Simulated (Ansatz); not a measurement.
# Two runs on SnO$_{2}$

System: SnO$_{2}$ (Pnnm, 6 atoms in the cell).
Method of run 1: DFT PBE, scalar-relativistic, plane waves, PAW, no spin polarisation (Ansatz 0.2.0).

The structure derives from an entry of the Crystallography Open Database. Text and figures count atoms from 1; the logs count them from 0 in places.

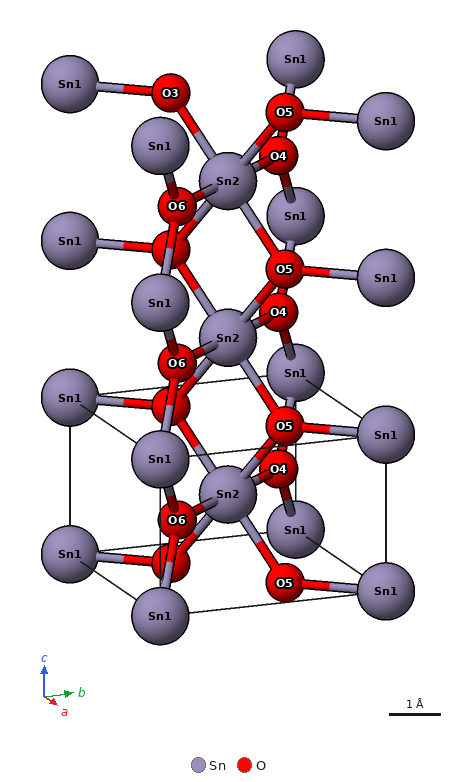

Fig. 1: The input geometry (ball-and-stick view of the cell of the calculation, repeated 1 × 1 × 3, seen slightly off an axis; atoms are numbered from 1 in the order of the input). An atom can appear more than once, as a periodic image. Near neighbours in the periodic cell (some may lie outside the picture): Sn has 6 O at 2.10 Å; O has 3 Sn at 2.10 Å.

**Input file, run 1**
```yaml
crystal:
  lattice:
    - [4.8277050007, 0.0, 0.0]
    - [0.0, 4.8277050007, 0.0]
    - [0.0, 0.0, 3.2379909335]
  atoms:
    - { symbol: Sn, position: [0.0, 0.0, 0.0] }
    - { symbol: Sn, position: [0.5, 0.5, 0.5] }
    - { symbol: O, position: [0.2773113837, 0.3358987897, 0.0] }
    - { symbol: O, position: [0.2226886163, 0.8358987897, 0.5] }
    - { symbol: O, position: [0.7226886163, 0.6641012103, 0.0] }
    - { symbol: O, position: [0.7773113837, 0.1641012103, 0.5] }
basis:
  ecutwfc: 420
kpoints:
  mp_grid: { grid: [6, 6, 8] }
hamiltonian:
  xc: pbe
scf:
  occupations: { method: gaussian, width: 0.05 }
output:
  forces: true
  stress: true
  eigenvalues: true
```

Launched with:
```bash
ansatz run input.yaml --threads 2 --pin off --max-ram 5120MiB --backend cpu --events-out ev --progress --plain --runs-dir out
```

Hardware: 2 threads of Arm Neoverse V2, 24 GiB of memory available, shared host.

**Output, shortened to warnings, some set-up lines, iterations and results (run 1)**
```
Basis set: ecut = 420 eV, 1495 PW (Γ), exchange–correlation on 72×72×48 points (8 copies of the dense FFT grid, shifted against one another)
Symmetry: 8 space group operations
k-points: 80 of 288
Initial density: superposition of atomic densities (neutral atoms: chi_scale 0, normalization atom), corrected by the library's trained network
[...]
SCF iter   1: F=—  HF=-14317.898042 eV  |F-HF|=—  |Δ(HF+E_count)|=         —  Δρ=1.52e-3  dr2=8.86e-4  ethr=1.77e-3  ⟨swp⟩=6.0  Hψ=11232  notcnv=0  defer=8
SCF iter   2: F=—  HF=-14317.899618 eV  |F-HF|=—  |Δ(HF+E_count)|=   1.58e-3  Δρ=6.93e-4  dr2=1.52e-4  ethr=1.70e-6  ⟨swp⟩=2.0  Hψ=5309  notcnv=0  defer=16
SCF iter   3: F=—  HF=-14317.899853 eV  |F-HF|=—  |Δ(HF+E_count)|=   2.35e-4  Δρ=3.03e-4  dr2=4.20e-5  ethr=2.92e-7  ⟨swp⟩=2.8  Hψ=4290  notcnv=0
SCF iter   4: F=—  HF=-14317.899855 eV  |F-HF|=—  |Δ(HF+E_count)|=   2.32e-6  Δρ=4.67e-5  dr2=1.60e-6  ethr=8.07e-8  ⟨swp⟩=2.0  Hψ=3471  notcnv=0
SCF iter   5: F=-14317.899857 eV  HF=-14317.899857 eV  |F-HF|=1.02e-7  |Δ(HF+E_count)|=   1.87e-6  Δρ=1.24e-5  dr2=7.60e-8  ethr=3.08e-9  ⟨swp⟩=2.0  Hψ=3677  notcnv=0
SCF iter   6: F=-14317.899857 eV  HF=-14317.899857 eV  |F-HF|=2.13e-9  |Δ(HF+E_count)|=   1.23e-7  Δρ=2.92e-6  dr2=4.26e-9  ethr=1.46e-10  ⟨swp⟩=5.9  Hψ=10589  notcnv=0
SCF 1 converged in 6 iterations: F = -14317.899857 eV  dr2 = 4.26e-9
SCF converged after 6 iterations
Free energy (F): -14317.899857 eV
Harris-Foulkes:  -14317.899857 eV  (|F-HF|=2.13e-9)
Internal energy: -14317.899857 eV  (E = F + TS)
E sigma→0 (E₀):  -14317.899857 eV
Fermi energy:    9.031533 eV
--- Per-component energies (eV) ---
  E_band       = -153.617187
  E_kinetic    = 1076.736916
  E_local      = -2930.711247  (includes V_loc(G=0)·N_el)
  E_nonlocal   = 133.574693
  E_hartree    = 1508.271134
  E_xc         = -1053.109824
  E_vxc        = -561.439691  (∫ρ·V_xc dr)
  E_paw        = -8927.674162  (= ΣΔE_a)
  E_vpaw       = -888.329075  (= ΣTr[D̂ρ^β])
  E_aug_tail   = 0.009823  (compensation charges beyond the density's cutoff)
  E_ewald      = -4124.997190
  E_smearing   = -0.000000  (= −TS)
  E_closure    = -0.000000  (closes the sum)
  Σ components = -14317.899857   (vs F -14317.899857, Δ=0.00e0)
--- Forces (eV/Å), atoms counted from 1 ---
  atom   1  Sn     0.00000000    -0.00000000     0.00000000
  atom   2  Sn     0.00000000     0.00000000     0.00000000
  atom   3  O      0.20797927    -0.07935688     0.00000000
  atom   4  O     -0.20797927    -0.07935688     0.00000000
  atom   5  O     -0.20797927     0.07935688     0.00000000
  atom   6  O      0.20797927     0.07935688     0.00000000
  max |Σ_I F_I| component: 2.78e-17 eV/Å
--- Stress (GPa, compression-positive) ---
       -2.513111       0.000000       0.000000
        0.000000      -0.387663       0.000000
        0.000000       0.000000      -1.579879
  P = ⅓ Tr σ = -1.4936 GPa (-14.936 kbar)
```

The input of run 2 differs as follows (lines with − go, lines with + come):
```diff
-    - { symbol: O, position: [0.2773113837, 0.3358987897, 0.0] }
-    - { symbol: O, position: [0.2226886163, 0.8358987897, 0.5] }
-    - { symbol: O, position: [0.7226886163, 0.6641012103, 0.0] }
-    - { symbol: O, position: [0.7773113837, 0.1641012103, 0.5] }
+    - { symbol: O, position: [0.3322370768, 0.2809730966, 0.0] }
+    - { symbol: O, position: [0.1677629232, 0.7809730966, 0.5] }
+    - { symbol: O, position: [0.6677629232, 0.7190269034, 0.0] }
+    - { symbol: O, position: [0.8322370768, 0.2190269034, 0.5] }
```

Predict how the results change.

With the same functional and potentials, run 2 lies 3.1 meV per atom lower. The gap on the mesh goes from 0.97 to 0.93 eV. The pressure goes from −1.49 to −1.15 GPa. The largest force goes from 0.223 to 0.179 eV/Å. The number of SCF iterations is the same.

**Output, shortened to warnings, some set-up lines, iterations and results (run 2)**
```
Basis set: ecut = 420 eV, 1495 PW (Γ), exchange–correlation on 72×72×48 points (8 copies of the dense FFT grid, shifted against one another)
Symmetry: 8 space group operations
k-points: 80 of 288
Initial density: superposition of atomic densities (neutral atoms: chi_scale 0, normalization atom), corrected by the library's trained network
[...]
SCF iter   1: F=—  HF=-14317.916364 eV  |F-HF|=—  |Δ(HF+E_count)|=         —  Δρ=1.47e-3  dr2=8.04e-4  ethr=1.77e-3  ⟨swp⟩=6.0  Hψ=11222  notcnv=0  defer=6
SCF iter   2: F=—  HF=-14317.918016 eV  |F-HF|=—  |Δ(HF+E_count)|=   1.65e-3  Δρ=6.76e-4  dr2=1.42e-4  ethr=1.55e-6  ⟨swp⟩=2.0  Hψ=5309  notcnv=0  defer=13
SCF iter   3: F=—  HF=-14317.918258 eV  |F-HF|=—  |Δ(HF+E_count)|=   2.42e-4  Δρ=2.93e-4  dr2=3.92e-5  ethr=2.73e-7  ⟨swp⟩=2.8  Hψ=4393  notcnv=0
SCF iter   4: F=—  HF=-14317.918260 eV  |F-HF|=—  |Δ(HF+E_count)|=   2.19e-6  Δρ=4.55e-5  dr2=1.49e-6  ethr=7.53e-8  ⟨swp⟩=2.0  Hψ=3468  notcnv=0
SCF iter   5: F=-14317.918262 eV  HF=-14317.918262 eV  |F-HF|=9.46e-8  |Δ(HF+E_count)|=   1.81e-6  Δρ=1.23e-5  dr2=7.46e-8  ethr=2.86e-9  ⟨swp⟩=2.0  Hψ=3678  notcnv=0
SCF iter   6: F=-14317.918262 eV  HF=-14317.918262 eV  |F-HF|=2.04e-9  |Δ(HF+E_count)|=   1.15e-7  Δρ=3.28e-6  dr2=5.18e-9  ethr=1.43e-10  ⟨swp⟩=5.9  Hψ=10277  notcnv=0
SCF 1 converged in 6 iterations: F = -14317.918262 eV  dr2 = 5.18e-9
SCF converged after 6 iterations
Free energy (F): -14317.918262 eV
Harris-Foulkes:  -14317.918262 eV  (|F-HF|=2.04e-9)
Internal energy: -14317.918262 eV  (E = F + TS)
E sigma→0 (E₀):  -14317.918262 eV
Fermi energy:    9.038510 eV
--- Per-component energies (eV) ---
  E_band       = -153.893223
  E_kinetic    = 1077.023496
  E_local      = -2938.310644  (includes V_loc(G=0)·N_el)
  E_nonlocal   = 133.634307
  E_hartree    = 1511.890207
  E_xc         = -1053.139563
  E_vxc        = -561.488715  (∫ρ·V_xc dr)
  E_paw        = -8927.830020  (= ΣΔE_a)
  E_vpaw       = -888.540916  (= ΣTr[D̂ρ^β])
  E_aug_tail   = 0.009861  (compensation charges beyond the density's cutoff)
  E_ewald      = -4121.195905
  E_smearing   = -0.000000  (= −TS)
  E_closure    = -0.000000  (closes the sum)
  Σ components = -14317.918262   (vs F -14317.918262, Δ=0.00e0)
--- Forces (eV/Å), atoms counted from 1 ---
  atom   1  Sn     0.00000000     0.00000000     0.00000000
  atom   2  Sn     0.00000000     0.00000000     0.00000000
  atom   3  O     -0.06856566     0.16585998     0.00000000
  atom   4  O      0.06856566     0.16585998     0.00000000
  atom   5  O      0.06856566    -0.16585998     0.00000000
  atom   6  O     -0.06856566    -0.16585998     0.00000000
  max |Σ_I F_I| component: 5.55e-17 eV/Å
--- Stress (GPa, compression-positive) ---
       -0.172914       0.000000       0.000000
        0.000000      -2.072144       0.000000
        0.000000       0.000000      -1.216021
  P = ⅓ Tr σ = -1.1537 GPa (-11.537 kbar)
```

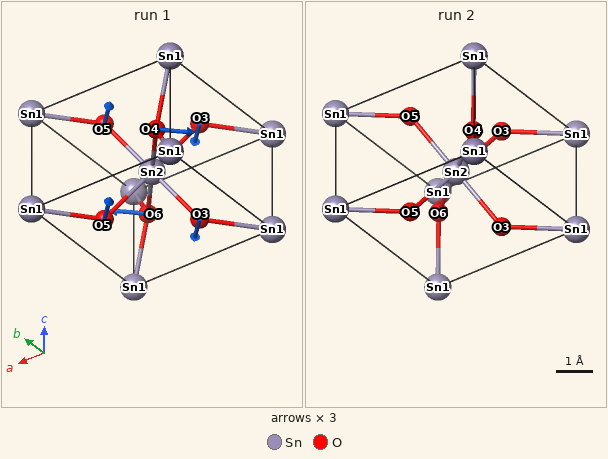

Fig. 2: The two input geometries at one scale (ball-and-stick view of the cell of the calculation, seen at an oblique angle). The blue arrows on the first give the shifts of the atoms relative to the cell, magnified 3 times. The largest moves, 0.38 Å, are those of O3, O4, O5 and O6. Sn stays in place. The lattice vectors keep their values.

**The two runs side by side**

| quantity | run 1 | run 2 |
| --- | --- | --- |
| outcome | converged | converged |
| free energy per atom (eV) | −2386.3166 | −2386.3197 |
| gap on the mesh (eV) | 0.97 | 0.93 |
| pressure (GPa) | −1.49 | −1.15 |
| largest force (eV/Å) | 0.223 | 0.179 |
| SCF iterations | 6 | 6 |
| irreducible k-points | 80 | 80 |
| plane waves at Γ | 1495 | 1495 |
| wall time (shared host) | 4.3 s | 4.3 s |
